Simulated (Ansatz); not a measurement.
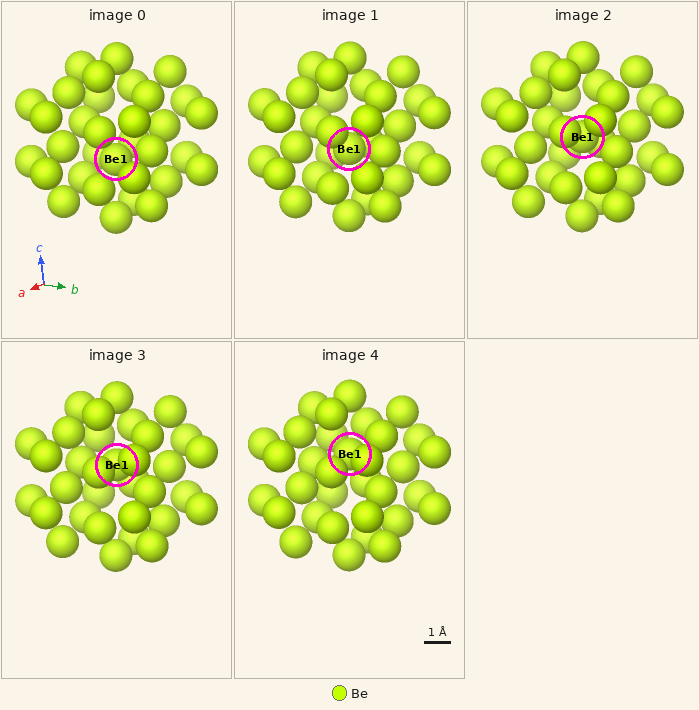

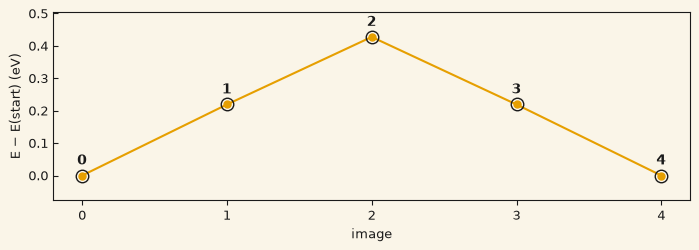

A nudged-elastic-band calculation for a defect cell of composition Be with a Be vacancy (23 atoms in the cell). Images are numbered from 0 (start) to 4 (end). A spheres-only model of the atoms within 3.9 Å of the middle of the path, seen slightly off an axis. The moving atom is ringed, with any periodic copies.

Level of theory: DFT PBEsol, scalar-relativistic, plane waves, PAW (Ansatz). Run with plane-wave cutoff 420 eV; k-point mesh 6 × 6 × 4; Gaussian smearing 0.1 eV; 3 movable images; climbing image from the first iteration; force threshold 0.05 eV/Å; iteration limit 60.

> What happens along the path, and what is the barrier?

It is a vacancy jump: a nearby atom moves into the empty site and leaves its own site empty. A Be atom travels furthest, 1.77 Å from end to end, along [−1 0 3], on a straight line. At the highest image its nearest neighbour (Be) is 2.07 Å away, against 2.16 Å at the start, and the surrounding atoms stand up to 0.08 Å off the mean of their end positions. The two ends have the same energy, and the highest point, image 2, lies 0.43 eV above the start. The band converged in 4 iterations, with a climbing image at the top.

Limits of the set-up: the periodic images lie only 6.1 Å apart, so the values are limited by the cell's size.

Cost: 2.7 min on 4 threads of Intel(R) Xeon(R) Platinum 8259CL CPU @ 2.50GHz (Skylake/Cascade Lake), on a shared host, peak memory 2.1 GiB.
